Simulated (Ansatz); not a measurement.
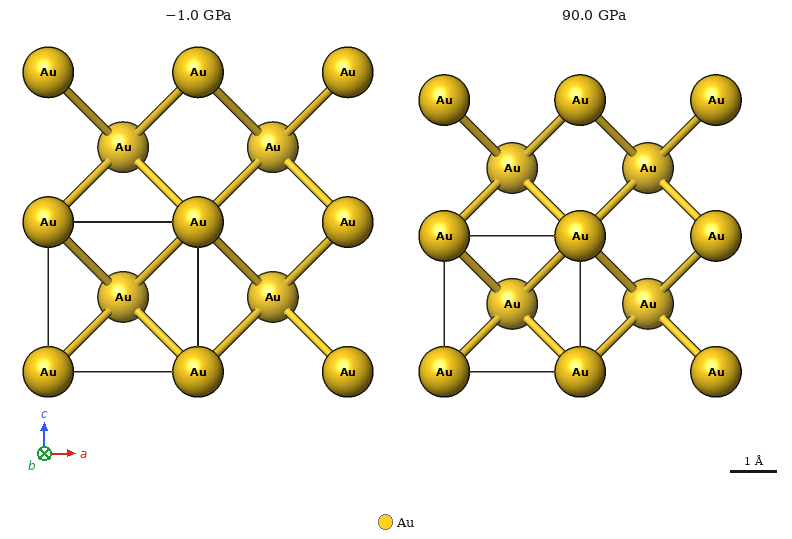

Solid Au (set up in Im-3m), relaxed (cell and atoms) at several target pressures. The picture shows the first and the last member. Style: ball-and-stick. Shown: the conventional cell (2 times the calculation's cell), repeated 2 × 1 × 2 with one cell outlined, along the b axis. Lengths and directions refer to the drawn axes.

Computed with Ansatz 0.2.0: DFT PBE, scalar-relativistic, plane waves, PAW. Set-up: plane-wave cutoff 420 eV; k-point mesh 18 × 18 × 18 at −1.0 to 25.0, 20 × 20 × 20 at 50.0 and 90.0 GPa; occupations gaussian; smearing width 0.1 eV; no spin polarisation; cell and atoms relaxed; force threshold 0.008 eV/Å.

```csv
pressure (GPa),volume (Å³/atom),a (Å)
−1.0,18.123,3.309
0.0,17.990,3.301
1.0,?,?
4.0,17.521,3.272
12.0,16.780,3.226
25.0,15.896,3.168
50.0,14.731,3.089
90.0,13.539,3.003
```

Question: One row is withheld. What does the calculation give there?

Answer: Murnaghan's form V = V₀(1 + B′P/B₀)^(−1/B′), with V₀ = 17.990 Å³ from the row at zero pressure, fits the other rows with B₀ = 146 GPa and B′ = 4.91 (largest miss 0.015 Å³). At 1.0 GPa it gives 17.990 × (1 + 4.91 × 1.0/146)^(−1/4.91) = 17.869 Å³ per atom. The calculation gives 17.865 Å³/atom (a = 3.294 Å). The estimate is 0.004 Å³/atom too high. From the first member to the last: Au–Au 2.866 → 2.601 Å.

The whole series:

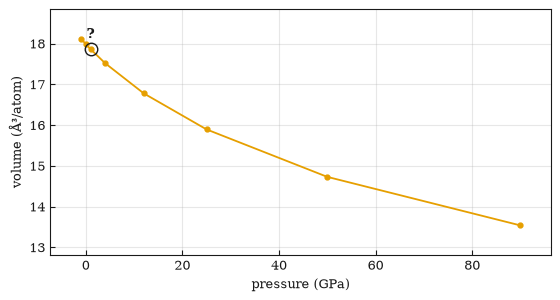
